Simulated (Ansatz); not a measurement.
# Run report: EuO, single-point calculation (part 3 of 3)

EuO (slab, 8 atoms in the cell); DFT, PBE, dispersion d4, plane waves, PAW, spin-polarised (Ansatz 0.2.0); cutoff 420 eV, 12×12×1 k-mesh, Gaussian smearing of 0.1 eV, collinear spins. 

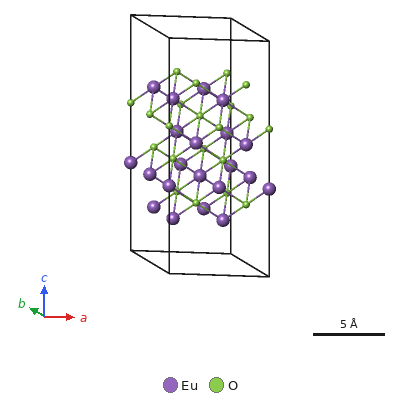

Figure 1. The input geometry (ball-and-stick view of the 2 × 2 repeat of the cell, with the vacuum cut short, seen slightly off an axis).

**Output, continued**
```
SCF iter  38: F=-37345.865412 eV  HF=-37345.865413 eV  |F-HF|=9.26e-7  |Δ(HF+E_count)|=   3.61e-8  Δρ=4.80e-6 (↑4.80e-6 ↓8.31e-7)  dr2=5.40e-7  dr2_m=1.23e-8  M=27.585 μB ∫|m|=29.150 μB  β_m=1.00  ethr=3.40e-11  p=-0.307 e·Å  D=-1.98e-1 V/Å  ΔV_dip=5.00 eV  dr2_dipole=4.01e-7  V_vac-E_F(+/−)=8.38/3.38 eV  ⟨swp⟩=2.1  Hψ=4129  notcnv=0  κ⁻¹=6.0e-6(r=4)
SCF iter  39: F=-37345.865412 eV  HF=-37345.865413 eV  |F-HF|=4.12e-7  |Δ(HF+E_count)|=   7.32e-9  Δρ=5.85e-6 (↑5.85e-6 ↓4.06e-7)  dr2=3.23e-7  dr2_m=2.14e-8  M=27.585 μB ∫|m|=29.150 μB  β_m=1.00  ethr=3.40e-11  p=-0.307 e·Å  D=-1.98e-1 V/Å  ΔV_dip=5.00 eV  dr2_dipole=8.25e-8  V_vac-E_F(+/−)=8.38/3.38 eV  ⟨swp⟩=2.2  Hψ=4158  notcnv=0  κ⁻¹=1.1e-6(r=5)
SCF iter  40: F=-37345.865412 eV  HF=-37345.865413 eV  |F-HF|=2.37e-7  |Δ(HF+E_count)|=   1.54e-9  Δρ=5.57e-6 (↑5.57e-6 ↓3.38e-7)  dr2=1.80e-7  dr2_m=1.92e-8  M=27.585 μB ∫|m|=29.150 μB  β_m=1.00  ethr=3.40e-11  p=-0.307 e·Å  D=-1.98e-1 V/Å  ΔV_dip=5.00 eV  dr2_dipole=5.26e-8  V_vac-E_F(+/−)=8.38/3.38 eV  ⟨swp⟩=1.9  Hψ=3362  notcnv=0  κ⁻¹=4.4e-7(r=6)
SCF iter  41: F=-37345.865412 eV  HF=-37345.865413 eV  |F-HF|=1.06e-7  |Δ(HF+E_count)|=   3.72e-9  Δρ=2.94e-6 (↑2.94e-6 ↓2.27e-7)  dr2=7.22e-8  dr2_m=5.39e-9  M=27.585 μB ∫|m|=29.150 μB  ethr=3.40e-11  p=-0.307 e·Å  D=-1.98e-1 V/Å  ΔV_dip=5.00 eV  dr2_dipole=3.35e-8  V_vac-E_F(+/−)=8.38/3.38 eV  ⟨swp⟩=3.4  Hψ=9200  notcnv=0
SCF 1 converged in 41 iterations: F = -37345.865412 eV  dr2 = 7.22e-8
  greatest PAW one-centre occupation: 1.001 electrons in one spin orbital (limit 2), on the Eu atom at site 0 (counted from 0), in its partial waves of l = 0
SCF converged after 41 iterations
an eigenvalue changed by more than its tolerance at an iteration that met the thresholds in force, so the SCF went on 2 times, its first undamped step at iteration 34: the last check found none over its tolerance
Magnetization: 27.5847 μB (59.7924 up, 32.2076 down)
Absolute magnetization: 29.1498 μB (∫|ρ↑−ρ↓|, with the PAW one-centre terms)
Spin contamination: 0.3965 ħ² per cell (⟨S²⟩ above its minimum at these occupations)
Per-site moments (μB) at R_I (Å): [(6.729558354600734, 1.0438815399081551), (-0.06312404837123517, 1.0438815399081551), (6.5860062680334295, 1.0438815399081545), (-0.07677699950843168, 1.043881539307347), (6.5655774919281455, 1.043881539307347), (-0.0915717443087195, 1.0438815399081545), (6.325143014311332, 1.0438815399081545), (-0.483610634282773, 1.0438815399081551)]
Free energy (F): -37345.865412 eV
Harris-Foulkes:  -37345.865413 eV  (|F-HF|=1.06e-7)
Internal energy: -37345.824049 eV  (E = F + TS)
E sigma→0 (E₀):  -37345.844731 eV
Entropy (-TS):   -0.041363 eV (-5.170 meV/atom)
Fermi energy:    3.580892 eV
Dipole field:    D = -0.198429 V/Å  (p = -0.306853 e·Å, saw-weighted, corrected)
Work function:   Φ+ = 8.3797 eV   Φ− = 3.3738 eV
Levels:          The Fermi level and band energies are counted from a zero that moves with the ramp; work functions are not
--- Per-component energies (eV) ---
  E_band       = -692.860433
  E_kinetic    = 2127.322400
  E_local      = -92171.806663  (includes V_loc(G=0)·N_el)
  E_nonlocal   = 2040.780199
  E_hartree    = 44760.134951
  E_xc         = -1019.187029
  E_vxc        = -1207.541422  (∫ρ·V_xc dr)
  E_paw        = -26158.258075  (= ΣΔE_a)
  E_vpaw       = -995.579090  (= ΣTr[D̂ρ^β])
  E_aug_tail   = 0.009589  (compensation charges beyond the density's cutoff)
  E_efield     = 0.030444  (sawtooth field / dipole correction)
  E_vefield    = -6.317252  (∫n·V_field dr)
  E_ewald      = 33076.720943
  E_disp       = -1.570808  (pairwise vdW)
  E_smearing   = -0.041363  (= −TS)
  E_closure    = -0.000000  (closes the sum)
  Σ components = -37345.865412   (vs F -37345.865412, Δ=0.00e0)
--- Forces (eV/Å), atoms counted from 1 ---
  atom   1  Eu    -0.00000000    -0.00000000     0.08046794
  atom   2  O     -0.00000000    -0.00000000     0.08393500
  atom   3  Eu    -0.00000000    -0.00000000    -0.02894732
  atom   4  O      0.00000000     0.00000000    -0.01523982
  atom   5  Eu    -0.00000000    -0.00000000     0.17435447
  atom   6  O     -0.00000000     0.00000000    -0.75729715
  atom   7  Eu    -0.00000000     0.00000000     4.44105339
  atom   8  O     -0.00000000    -0.00000000    -3.97826133
  max |Σ_I F_I| component: 6.52e-5 eV/Å
--- Band table (eV; the first three rows and the last of 38) ---
  k-point 0 ↑: bands = ["-38.2196", "-37.9093", "-37.8124", "-37.3794", "-18.1010", "-17.5650", "-16.8622", "-16.6705", "-16.6705", "-16.3494", "-16.3494", "-16.2501", "-16.2501", "-16.1896", "-15.6626", "-15.6626", "-14.8786", "-14.1855", "-13.6956", "-11.1954", "-2.5123", "-1.7580", "-1.4208", "-1.4208", "-0.9620", "-0.9620", "-0.8302", "-0.4782", "-0.4782", "1.3830", "2.0379", "2.6161", "2.6161", "2.6519", "2.8039", "2.8835", "2.9217", "2.9217", "2.9742", "3.0115", "3.0115", "3.0243", "3.0369", "3.0369", "3.0862", "3.0862", "3.0910", "3.1572", "3.2271", "3.2271", "3.2485", "3.2692", "3.2809", "3.2809", "3.3033", "3.3279", "3.4372", "3.4372", "3.5939", "3.8100", "3.8100", "4.1523", "4.5879", "5.3312", "5.3388", "5.3388", "5.7071", "5.9890", "6.1207", "6.1207", "6.9292", "7.0976", "7.1203"]
  k-point 1 ↑: bands = ["-38.2147", "-37.9040", "-37.8079", "-37.3750", "-18.0632", "-17.5568", "-16.9032", "-16.7389", "-16.6847", "-16.4509", "-16.3656", "-16.3452", "-16.2608", "-16.1198", "-15.7535", "-15.6746", "-14.7648", "-14.1721", "-13.7260", "-11.1948", "-2.4039", "-1.7845", "-1.4002", "-1.3350", "-1.1300", "-0.9563", "-0.7067", "-0.5683", "-0.4858", "1.5220", "2.0855", "2.5901", "2.6224", "2.6449", "2.7955", "2.8760", "2.9183", "2.9250", "2.9709", "2.9886", "3.0116", "3.0237", "3.0266", "3.0493", "3.0755", "3.0867", "3.1073", "3.1472", "3.2039", "3.2177", "3.2403", "3.2593", "3.2759", "3.2768", "3.2961", "3.3444", "3.4135", "3.4368", "3.5758", "3.7233", "3.7870", "4.2121", "4.6817", "5.0678", "5.3928", "5.4961", "5.6538", "5.9899", "6.2617", "6.2898", "6.7658", "7.0716", "7.2262"]
  k-point 2 ↑: bands = ["-38.2013", "-37.8893", "-37.7956", "-37.3629", "-17.9622", "-17.5521", "-17.0589", "-16.9116", "-16.7230", "-16.6116", "-16.4510", "-16.4090", "-16.2907", "-16.0704", "-15.9556", "-15.7071", "-14.5580", "-14.1742", "-13.7914", "-11.1894", "-2.1568", "-1.7569", "-1.4498", "-1.3568", "-1.0868", "-0.9435", "-0.8012", "-0.5626", "-0.4967", "1.8515", "2.1801", "2.5418", "2.6235", "2.6396", "2.7740", "2.8604", "2.9098", "2.9233", "2.9415", "2.9652", "2.9989", "3.0093", "3.0546", "3.0551", "3.0604", "3.0839", "3.1253", "3.1322", "3.1609", "3.1794", "3.2234", "3.2258", "3.2584", "3.2677", "3.2968", "3.3285", "3.3799", "3.4275", "3.4790", "3.6410", "3.7391", "4.1150", "4.8077", "5.0426", "5.2867", "5.6841", "5.9356", "6.0389", "6.4756", "6.6583", "6.6663", "7.3202", "7.4614"]
  k-point 18 ↓: bands = ["-34.9647", "-34.7558", "-34.6881", "-34.3933", "-16.6208", "-16.4812", "-16.1609", "-14.9299", "-14.7789", "-14.7424", "-14.5948", "-14.4638", "-14.4392", "-14.1999", "-14.1671", "-13.7620", "-13.3779", "-13.2284", "-12.9197", "-11.6070", "-1.5992", "-1.4218", "-1.3416", "-0.9614", "-0.9556", "-0.8076", "-0.5812", "-0.4121", "-0.3908", "1.9427", "2.4117", "2.4949", "5.3419", "5.3510", "5.8443", "5.9909", "6.0894", "6.4294", "6.4872", "6.8172", "7.3316", "7.3653", "7.4704", "7.4737", "7.5591", "7.5730", "7.6336", "7.6367", "7.6565", "7.6759", "7.7034", "7.7198", "7.7273", "7.7380", "7.8135", "7.8394", "7.8612", "7.8885", "7.8947", "7.9232", "7.9234", "7.9609", "8.0320", "8.1765", "8.1885", "8.3422", "8.4797", "8.6657", "8.7718", "9.2551", "9.2798", "9.6084", "10.0235"]
```

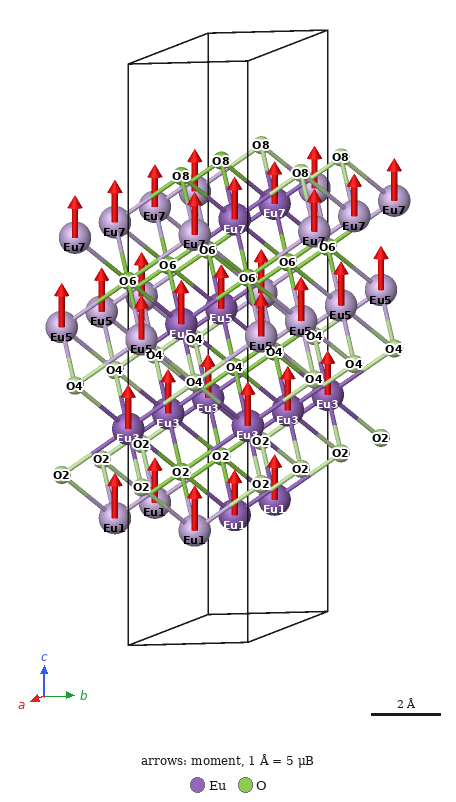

Figure 2. Magnetic moments of the sites as red arrows (ball-and-stick view of the 2 × 1 repeat of the cell, with the vacuum cut short, seen slightly off an axis; neighbours outside the cell are drawn fainter; atoms are numbered from 1 in the order of the input); small moments hardly show. The run is collinear, so the axis drawn is arbitrary. Site moments: Eu1 (6.73 μB); Eu3 (6.59 μB); Eu5 (6.57 μB); Eu7 (6.33 μB); O8 (−0.48 μB); O6 (−0.09 μB); O4 (−0.08 μB), among others. They are counted near the atoms and needn't add up to the moment of the cell.

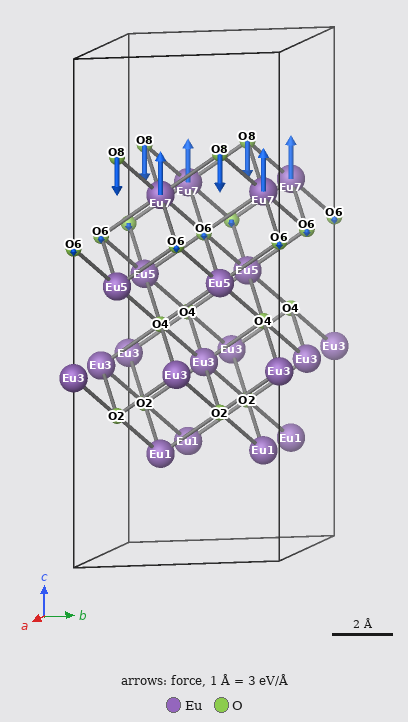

Figure 3. Forces on the atoms as blue arrows (ball-and-stick view of the 2 × 2 repeat of the cell, with the vacuum cut short, seen slightly off an axis; atoms are numbered from 1 in the order of the input); the smallest are left out. The largest act on Eu7 (4.44 eV/Å); O8 (3.98 eV/Å). The geometry is not a stationary point of this energy.

This output came from the following input.

**The input**
```yaml
crystal:
  lattice:
    - [3.5788398331, 0.0, 0.0]
    - [-1.7894199165, 3.0993662115, 0.0]
    - [0.0, 0.0, 25.2273867059]
  atoms:
    - { symbol: Eu, position: [0.3333333333, 0.6666666667, 0.2972959541], spin: 7.24 }
    - { symbol: O, position: [0.6666666667, 0.3333333333, 0.3552113958] }
    - { symbol: Eu, position: [0.0, 0.0, 0.4131268375], spin: 7.24 }
    - { symbol: O, position: [0.3333333333, 0.6666666667, 0.4710422792] }
    - { symbol: Eu, position: [0.6666666667, 0.3333333333, 0.5289577208], spin: 7.24 }
    - { symbol: O, position: [0.0, 0.0, 0.5868731625] }
    - { symbol: Eu, position: [0.3333333333, 0.6666666667, 0.6447886042], spin: 7.24 }
    - { symbol: O, position: [0.6666666667, 0.3333333333, 0.7027040459] }
basis:
  ecutwfc: 420
kpoints:
  mp_grid: { grid: [12, 12, 1] }
hamiltonian:
  xc: pbe
  dispersion: d4
scf:
  occupations: { method: gaussian, width: 0.1 }
  lower_state_search: "off"
output:
  forces: true
  eigenvalues: true
magnetization:
  spin_polarized: true
efield:
  axis: 3
  dipole_correction: true
  ramp_width: 0.04
```

Run as:
```bash
ansatz run input.yaml --threads 4 --pin off --max-ram 10240MiB --backend cpu --events-out ev --progress --plain --runs-dir out
```

**Key numbers**

```tsv
quantity	value
outcome	converged
electrons treated	92
free energy	−37345.8654 eV
Fermi energy	3.581 eV
gap on the k-point mesh	none (metallic)
net moment of the cell	27.58 μB
integrated absolute moment	29.15 μB
largest force (length of the vector)	4.441 eV/Å
hardware	4 threads of Intel Xeon @ 2.50GHz (Skylake/Cascade Lake), 189 GiB of memory available, shared host
wall time	1.9 min (CPU time 7 min)
peak memory	1.1 GiB
```

**Remarks**

Settings chosen away from the usual ones: hamiltonian.dispersion set to d4.
